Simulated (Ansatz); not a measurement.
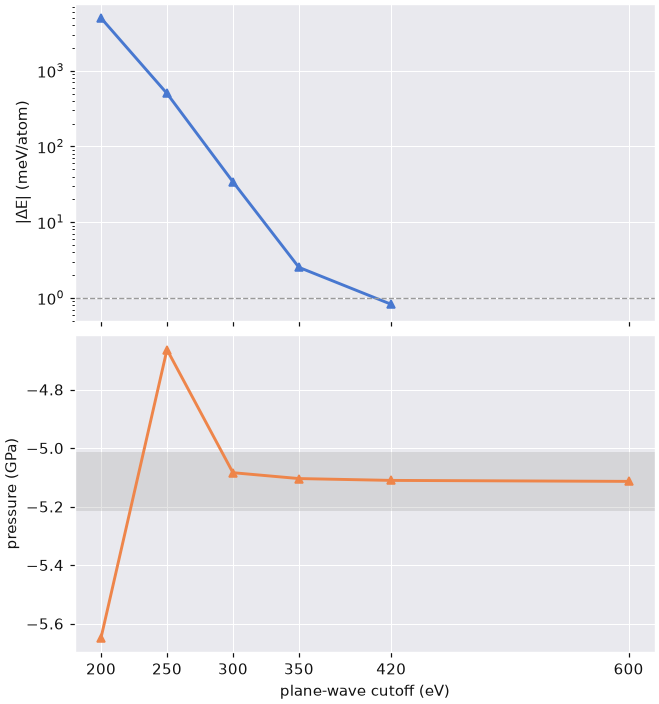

Convergence test: the plane-wave cutoff (density cutoff scaled with it) is varied and all else is held.
System: Sn (P-1, 1 atom in the cell).
Method: DFT PBEsol, scalar-relativistic, plane waves, PAW in Ansatz; 10×10×12 k-mesh, Gaussian smearing of 0.1 eV.
ΔE is the free energy less its value at the largest setting, 600 eV.
Dashed lines or grey bands mark the tolerance: 1 meV/atom and 0.1 GPa.
The pressure holds the program's Pulay correction for the finite basis; without it, low cutoffs would be much further off.

### From which setting is the free energy converged to 1 meV/atom?

The free energy is within 1 meV/atom of the largest setting's value from 420 eV on. It is off by 5000 meV/atom at 200 eV, 34 meV/atom at 300 eV and 2.5 meV/atom at 350 eV (always above it). The smaller bases give higher energies, which fall towards the limit as the basis grows.

### How does the pressure behave (tolerance 0.1 GPa)?

The pressure is within 0.1 GPa of the largest setting's value from 300 eV on. It is −5.65 GPa at 200 eV, −4.66 GPa at 250 eV and −5.11 GPa at 600 eV.
